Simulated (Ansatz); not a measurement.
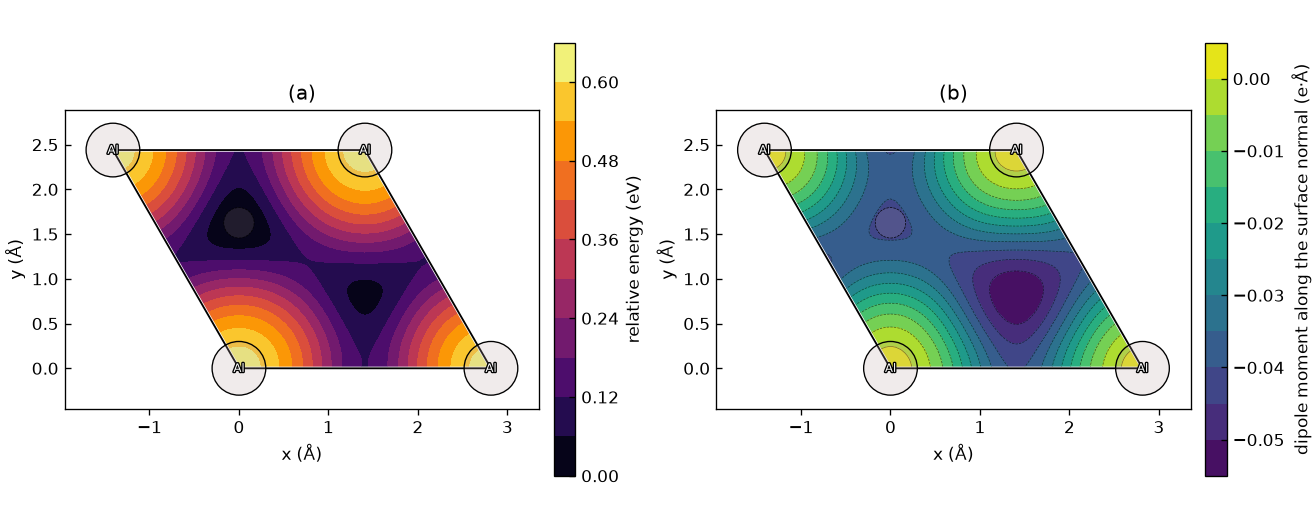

Al on an Al(111) slab cut from the Fm-3m phase, its upper half relaxed before the scan (12 atoms of substrate and one adsorbate in a 2 × 2 cell). Al is moved over the surface cell; relaxed at each place: the height of the adsorbate's atoms; substrate rigid; the origin of the map has the adsorbate above Al9. Places are given modulo a cell vector. The map is drawn in real space over the plane of the surface. Grid: 6 × 6 points; 10 points were computed and 26 follow by symmetry. Places are given in fractions of the 1 × 1 surface cell. Energies: eV, counted from the lowest grid point. These are results of DFT LDA, scalar-relativistic, plane waves, PAW (Ansatz 0.2.0), not measurements. Settings: cutoff 420 eV, k-mesh 6×6×1, gaussian smearing 0.1 eV, no spin polarisation.

Panel (a) is the energy and panel (b) the computed dipole moment along the surface normal on the same grid.

Drawn: filled contours, labelled circles for the atoms of the top layer and small ones for the second layer, the outline of one cell of the plane. Between grid points the surface is interpolated.

**How does the dipole moment along the surface normal vary over the map, and what is it at the lowest grid point?**

It runs from −0.05 e·Å at a threefold hollow over a third-layer Al atom, (4/6, 2/6) of the cell vectors to 0.00 e·Å at the top site over a surface Al atom, (0/6, 0/6) of the cell vectors. At the lowest grid point, a threefold hollow over a second-layer Al atom, (2/6, 4/6) of the cell vectors, it is −0.04 e·Å.
